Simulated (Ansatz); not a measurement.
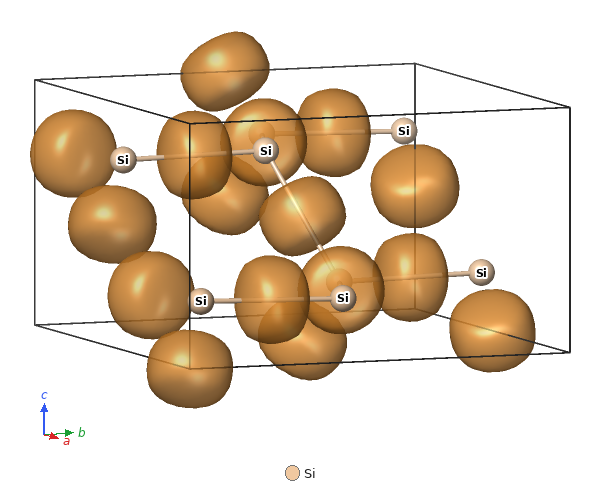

Si. Isosurface of the electron localisation function at 0.8 (orange), seen slightly off an axis. Core shells and regions of very low density are left out. Sticks mark near contacts.

Space group Pnna; a structure from a database of computed crystals, not necessarily the ambient phase; not relaxed (largest force 0.6 eV/Å).

These are results of DFT PBE, scalar-relativistic, plane waves, PAW in Ansatz, not measurements.

Core electrons are frozen (PAW), and the valence fields are smoothed inside the atomic spheres.

```yaml
crystal:
  lattice:
    - [0.00000, 6.67061, 0.00000]
    - [0.00000, 0.00000, -6.36502]
    - [-3.85128, 0.00000, 0.00000]
  atoms:
    - { symbol: Si, position: [0.58333, 0.93707, 0.25649] }
    - { symbol: Si, position: [0.08333, 0.93707, 0.74351] }
    - { symbol: Si, position: [0.41667, 0.43707, 0.75649] }
    - { symbol: Si, position: [0.91667, 0.43707, 0.24351] }
    - { symbol: Si, position: [0.58333, 0.56293, 0.24351] }
    - { symbol: Si, position: [0.08333, 0.56293, 0.75649] }
    - { symbol: Si, position: [0.41667, 0.06293, 0.74351] }
    - { symbol: Si, position: [0.91667, 0.06293, 0.25649] }
```

Question: Describe the localisation domains.

Answer: The ELF exceeds this value in 16 regions between bonded Si–Si atoms (shared pairs), counted in one cell of 8 atoms. Any copies at cell faces, edges or corners count once. Along the contacts the grid gives the following. Si–Si (2.32 Å): the ELF peaks at about 0.95 between the atoms, as expected for a shared electron pair. Si–Si (2.36 Å): the ELF peaks at about 0.95 between the atoms (a covalent bond).
